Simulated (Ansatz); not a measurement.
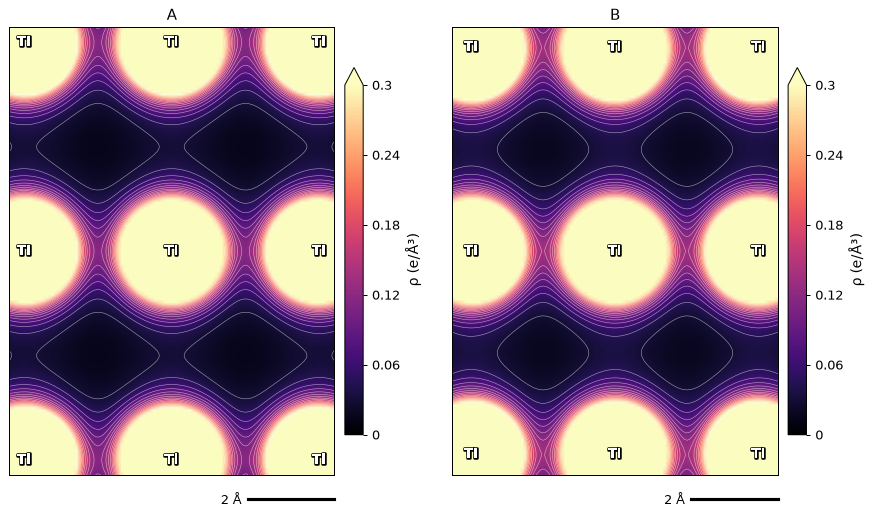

Tl. The valence electron density of two cells that differ in size, on the (011) plane of each (indices in the axes of the calculation cell), at one length scale and on one colour scale; one has 37.1 and the other 40.1 Å³ an atom.

Computed with DFT, RPBE, plane waves (420 eV) with PAW, scalar-relativistic in Ansatz.

Core electrons are frozen (PAW), and the valence fields are smoothed inside the atomic spheres.

Question: Which is the denser cell? Describe the effect of the change.

Answer: Panel B is the smaller cell, by 7 % in volume. From the larger cell to the smaller, Tl–Tl goes from 3.42 to 3.34 Å, and the density at its midpoint from 0.12 to 0.13 e/Å³.
